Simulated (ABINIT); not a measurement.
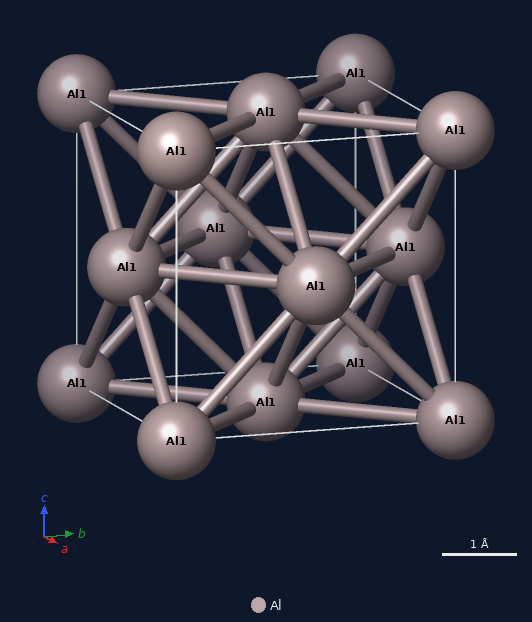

**Figure 1.** The input geometry (ball-and-stick view of the cell 4 times as large as that of the calculation, set on its symmetry axes, seen slightly off an axis; atoms are numbered from 1 in the order of the input). An atom can appear more than once, as a periodic image. Near neighbours in the periodic cell (some may lie outside the picture): Al has 12 Al at 2.84 Å.

# Single-point calculation, with input and output: Al

- system: Al (1 atom in the cell)
- method: Kohn-Sham DFT of a periodic cell, PBEsol, PseudoDojo NC SR PBEsol v0.4.1 standard, no spin polarisation (ABINIT 10.8.3)

The structure derives from an entry of the Crystallography Open Database.

Input file:
```
# Pseudopotentials
pp_dirpath "./"
pseudos "Al.upf"

# Structure
acell 3*1.0 Angstrom
rprim
     0.0000000000     2.0078470500     2.0078470500
     2.0078470500     0.0000000000     2.0078470500
     2.0078470500     2.0078470500     0.0000000000
ntypat 1
znucl 13
natom 1
typat 1
xcart
     0.0000000000     0.0000000000     0.0000000000 Angstrom
chkprim 0
chksymtnons 0
tolsym 1.0e-6

# Plane-wave basis
ecut 544.227725 eV

# k points
kptopt 1
ngkpt 8 8 8
nshiftk 1
shiftk 0.0 0.0 0.0

# Exchange and correlation
ixc -116133

# Bands and occupations
nband 6
occopt 3
tsmear 0.00183747

# SCF cycle
nstep 100
tolvrs 1.0e-10

# Output
iomode 3
prtwf 0
prtden 0
prteig 0
prtebands 0
enunit 2
```

Launch command:
```bash
mpirun --bind-to none -np 4 abinit run.abi > log 2>&1
```

Output:
```
.Version 10.8.3 of ABINIT
 Symmetries : space group Fm -3 m (#225); Bravais cF (face-center cubic)
================================================================================
 Values of the parameters that define the memory need of the present run
     intxc =       0    ionmov =       0      iscf =       7    lmnmax =       6
     lnmax =       6     mgfft =      24  mpssoang =       3    mqgrid =    3001
     natom =       1  nloc_mem =       1    nspden =       1   nspinor =       1
    nsppol =       1      nsym =      48    n1xccc =    2501    ntypat =       1
    occopt =       3   xclevel =       2
       mpw =         489          nfft =       13824          nkpt =          29
================================================================================
================================================================================

--------------------------------------------------------------------------------
------------- Echo of variables that govern the present computation ------------
--------------------------------------------------------------------------------
 -outvars: echo values of preprocessed input variables --------
            acell      1.8897261259E+00  1.8897261259E+00  1.8897261259E+00 Bohr
              amu      2.69815390E+01
          chkprim           0
      chksymtnons           0
             ecut      2.00000000E+01 Hartree
           enunit           2
              ixc     -116133
         kptrlatt        8    0    0      0    8    0      0    0    8
          kptrlen      4.29273895E+01
            natom           1
            nband           6
            ngfft          24      24      24
             nkpt          29
            nstep         100
             nsym          48
           ntypat           1
           occopt           3
           prtden           0
        prtebands           0
           prteig           0
            prtwf           0
            rprim      0.0000000000E+00  2.0078470500E+00  2.0078470500E+00
                       2.0078470500E+00  0.0000000000E+00  2.0078470500E+00
                       2.0078470500E+00  2.0078470500E+00  0.0000000000E+00
          spgroup         225
           tolsym      1.00000000E-06
           tolvrs      1.00000000E-10
           tsmear      1.83747000E-03 Hartree
            typat      1
            znucl       13.00000

================================================================================

 chkinp: Checking input parameters for consistency.

================================================================================
== DATASET  1 ==================================================================

--- !DatasetInfo
iteration_state: {dtset: 1, }
dimensions: {natom: 1, nkpt: 29, mband: 6, nsppol: 1, nspinor: 1, nspden: 1, mpw: 489, }
cutoff_energies: {ecut:  20.0, pawecutdg:  -1.0, }
electrons: {nelect:   3.00000000E+00, charge:   0.00000000E+00, occopt:   3.00000000E+00, tsmear:   1.83747000E-03, }
meta: {optdriver: 0, ionmov: 0, optcell: 0, iscf: 7, paral_kgb: 0, }
...

 Real(R)+Recip(G) space primitive vectors, cartesian coordinates (Bohr,Bohr^-1):
 R(1)=  0.0000000  3.7942810  3.7942810  G(1)= -0.1317773  0.1317773  0.1317773
 R(2)=  3.7942810  0.0000000  3.7942810  G(2)=  0.1317773 -0.1317773  0.1317773
 R(3)=  3.7942810  3.7942810  0.0000000  G(3)=  0.1317773  0.1317773 -0.1317773
 Unit cell volume ucvol=  1.0924925E+02 bohr^3
 Angles (23,13,12)=  6.00000000E+01  6.00000000E+01  6.00000000E+01 degrees

 getcut: wavevector=  0.0000  0.0000  0.0000  ngfft=  24  24  24
         ecut(hartree)=     20.000   => boxcut(ratio)=   2.22171

 getcut : COMMENT -
  Note that boxcut > 2.2 ; recall that boxcut=Gcut(box)/Gcut(sphere) = 2
  is sufficient for exact treatment of convolution.
  Such a large boxcut is a waste : you could raise ecut
  e.g. ecut=   24.679892 Hartrees makes boxcut=2

--- Pseudopotential description ------------------------------------------------
- pspini: atom type   1  psp file is ./Al.upf
12 -116133 2 -1 1876                          pspcod,pspxc,lmax,lloc,mmax
     nproj     2     2     2

   2.05527854E+00                                ecore*ucvol(ha*bohr**3)
--------------------------------------------------------------------------------

================================================================================

--- !BeginCycle
iteration_state: {dtset: 1, }
solver: {iscf: 7, nstep: 100, nline: 4, wfoptalg: 0, }
tolerances: {tolvrs: 1.00E-10, }
...

     iter   Etot(hartree)      deltaE(h)  residm     vres2
 ETOT  1  -2.3189611981827    -2.319E+00 7.903E-02 9.537E-01
 ETOT  2  -2.3199614099649    -1.000E-03 1.682E-02 4.482E-02
 ETOT  3  -2.3199663422552    -4.932E-06 4.824E-04 1.081E-04
 ETOT  4  -2.3199663585467    -1.629E-08 1.706E-04 3.245E-07
 ETOT  5  -2.3199663586026    -5.593E-11 6.714E-05 2.529E-09
 ETOT  6  -2.3199663586030    -4.254E-13 2.368E-05 7.873E-12

 At SCF step    6       vres2   =  7.87E-12 < tolvrs=  1.00E-10 =>converged.

 Cartesian components of stress tensor (hartree/bohr^3)
  sigma(1 1)=  4.80208878E-07  sigma(3 2)=  0.00000000E+00
  sigma(2 2)=  4.80208878E-07  sigma(3 1)=  0.00000000E+00
  sigma(3 3)=  4.80208878E-07  sigma(2 1)=  0.00000000E+00

--- !ResultsGS
iteration_state: {dtset: 1, }
comment   : Summary of ground state results
lattice_vectors:
- [  0.0000000,   3.7942810,   3.7942810, ]
- [  3.7942810,   0.0000000,   3.7942810, ]
- [  3.7942810,   3.7942810,   0.0000000, ]
lattice_lengths: [   5.36592,    5.36592,    5.36592, ]
lattice_angles: [ 60.000,  60.000,  60.000, ] # degrees, (23, 13, 12)
lattice_volume:   1.0924925E+02
convergence: {deltae: -4.254E-13, res2:  7.873E-12, residm:  2.368E-05, diffor: null, }
etotal    :  -2.31996636E+00
entropy   :   0.00000000E+00
fermie    :   2.91702175E-01
cartesian_stress_tensor: # hartree/bohr^3
- [  4.80208878E-07,   0.00000000E+00,   0.00000000E+00, ]
- [  0.00000000E+00,   4.80208878E-07,   0.00000000E+00, ]
- [  0.00000000E+00,   0.00000000E+00,   4.80208878E-07, ]
pressure_GPa:  -1.4128E-02
xred      :
- [  0.0000E+00,   0.0000E+00,   0.0000E+00, Al]
cartesian_forces: # hartree/bohr
- [ -0.00000000E+00,  -0.00000000E+00,  -0.00000000E+00, ]
force_length_stats: {min:   0.00000000E+00, max:   0.00000000E+00, mean:   0.00000000E+00, }
...

 Integrated electronic density in atomic spheres:
 ------------------------------------------------
 Atom  Sphere_radius  Integrated_density
    1        2.00000          0.88637914
================================================================================

 ----iterations are completed or convergence reached----

 Mean square residual over all n,k,spin=   43.907E-08; max=  23.678E-06
 reduced coordinates (array xred) for    1 atoms
       0.000000000000      0.000000000000      0.000000000000
 rms dE/dt=  0.0000E+00; max dE/dt=  0.0000E+00; dE/dt below (all hartree)
    1       0.000000000000      0.000000000000      0.000000000000

 cartesian coordinates (angstrom) at end:
    1      0.00000000000000     0.00000000000000     0.00000000000000

 cartesian forces (hartree/bohr) at end:
    1     -0.00000000000000    -0.00000000000000    -0.00000000000000
 frms,max,avg= 0.0000000E+00 0.0000000E+00   0.000E+00  0.000E+00  0.000E+00 h/b

 cartesian forces (eV/Angstrom) at end:
    1     -0.00000000000000    -0.00000000000000    -0.00000000000000
 frms,max,avg= 0.0000000E+00 0.0000000E+00   0.000E+00  0.000E+00  0.000E+00 e/A
 length scales=  1.889726125908  1.889726125908  1.889726125908 bohr
              =  1.000000000000  1.000000000000  1.000000000000 angstroms
 Fermi (or HOMO) energy (hartree) =   0.29170   Average Vxc (hartree)=  -0.36706
 Eigenvalues (hartree) for nkpt=  29  k points:
 kpt#   1, nband=  6, wtk=  0.00195, kpt=  0.0000  0.0000  0.0000 (reduced coord)
  -0.12361    0.75761    0.75761    0.75761    0.81582    0.81582
      occupation numbers for kpt#   1
   2.00000    0.00000    0.00000    0.00000    0.00000    0.00000
 prteigrs : prtvol=0 or 1, do not print more k-points.

 Fermi (or HOMO) energy (eV) =   7.93762   Average Vxc (eV)=  -9.98830
 Eigenvalues (   eV  ) for nkpt=  29  k points:
 kpt#   1, nband=  6, wtk=  0.00195, kpt=  0.0000  0.0000  0.0000 (reduced coord)
  -3.36360   20.61565   20.61565   20.61565   22.19948   22.19948
 prteigrs : prtvol=0 or 1, do not print more k-points.

--- !EnergyTerms
iteration_state     : {dtset: 1, }
comment             : Components of total free energy in Hartree
kinetic             :  8.66155741669508E-01
hartree             :  3.86969431457501E-03
xc                  : -1.08775057194528E+00
Ewald energy        : -2.71881275866814E+00
psp_core            :  1.88127467430028E-02
local_psp           :  1.82319869966207E-01
non_local_psp       :  4.15590741154828E-01
internal            : -2.31981453676530E+00
'-kT*entropy'       : -1.51821837753227E-04
total_energy        : -2.31996635860305E+00
total_energy_eV     : -6.31295006616296E+01
band_energy         :  3.77672384277957E-01
...

 Cartesian components of stress tensor (hartree/bohr^3)
  sigma(1 1)=  4.80208878E-07  sigma(3 2)=  0.00000000E+00
  sigma(2 2)=  4.80208878E-07  sigma(3 1)=  0.00000000E+00
  sigma(3 3)=  4.80208878E-07  sigma(2 1)=  0.00000000E+00

-Cartesian components of stress tensor (GPa)         [Pressure= -1.4128E-02 GPa]
- sigma(1 1)=  1.41282330E-02  sigma(3 2)=  0.00000000E+00
- sigma(2 2)=  1.41282330E-02  sigma(3 1)=  0.00000000E+00
- sigma(3 3)=  1.41282330E-02  sigma(2 1)=  0.00000000E+00

== END DATASET(S) ==============================================================
================================================================================

 -outvars: echo values of variables after computation  --------
            acell      1.8897261259E+00  1.8897261259E+00  1.8897261259E+00 Bohr
           etotal     -2.3199663586E+00
            fcart     -0.0000000000E+00 -0.0000000000E+00 -0.0000000000E+00
            rprim      0.0000000000E+00  2.0078470500E+00  2.0078470500E+00
                       2.0078470500E+00  0.0000000000E+00  2.0078470500E+00
                       2.0078470500E+00  2.0078470500E+00  0.0000000000E+00
           strten      4.8020887837E-07  4.8020887837E-07  4.8020887837E-07
                       0.0000000000E+00  0.0000000000E+00  0.0000000000E+00
 Calculation completed.
```

Results in brief:

- outcome: converged
- space group (tolerance 0.01 Å): Fm-3m (225)
- electrons treated: 3
- free energy: −63.1295 eV
- Fermi energy: 7.938 eV
- gap on the k-point mesh: none (metallic)
- pressure: −0.01 GPa
- largest force (length of the vector): under 0.001 eV/Å
- hardware: 4 threads of Arm Neoverse V2, 24 GiB of memory available, shared host
- wall time: 1.2 s (CPU time 4.6 s)
- peak memory: 0.28 GiB
